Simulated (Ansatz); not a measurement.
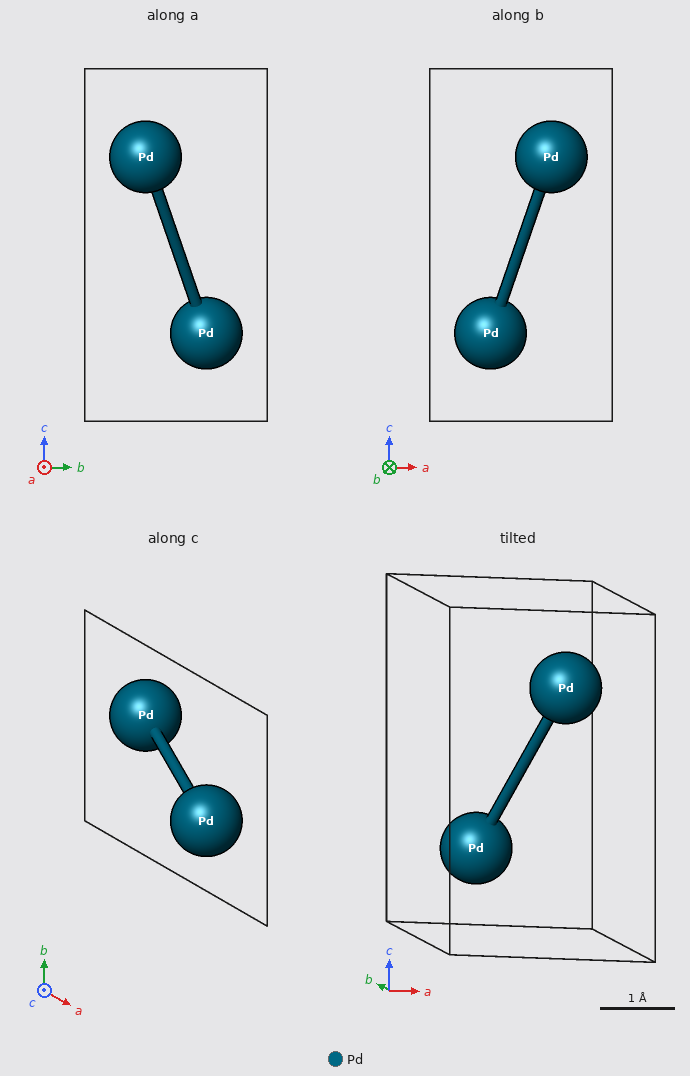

The figure gives a ball-and-stick picture of the atoms, viewed along the a axis, along the b axis, along the c axis and slightly off an axis. Lines trace the edges of the conventional unit cell.

Lattice parameters: a = 2.8544 Å, b = 2.8544 Å, c = 4.7745 Å, α = 90.000°, β = 90.000°, γ = 120.000°.

Transcribe the picture into a CIF in P1 with every atom of the cell.

Answer.
```cif
data_structure
_symmetry_space_group_name_H-M 'P 1'
_symmetry_Int_Tables_number 1
_cell_length_a 2.8544
_cell_length_b 2.8544
_cell_length_c 4.7745
_cell_angle_alpha 90.000
_cell_angle_beta 90.000
_cell_angle_gamma 120.000
_cell_volume 33.69
loop_
_atom_site_label
_atom_site_type_symbol
_atom_site_fract_x
_atom_site_fract_y
_atom_site_fract_z
_atom_site_occupancy
Pd1 Pd 0.3333 0.6667 0.2500 1
Pd2 Pd 0.6667 0.3333 0.7500 1
```

Its origin is a structure type filled with this element by a generator (whether the element takes this form wasn't checked). Earlier steps of the study may have refined or changed the cell and positions. It went into a calculation with Ansatz.

At this level of theory the cell isn't at rest (stretched, at -15 GPa), so its distances can differ from those at equilibrium, the more so the softer the solid.
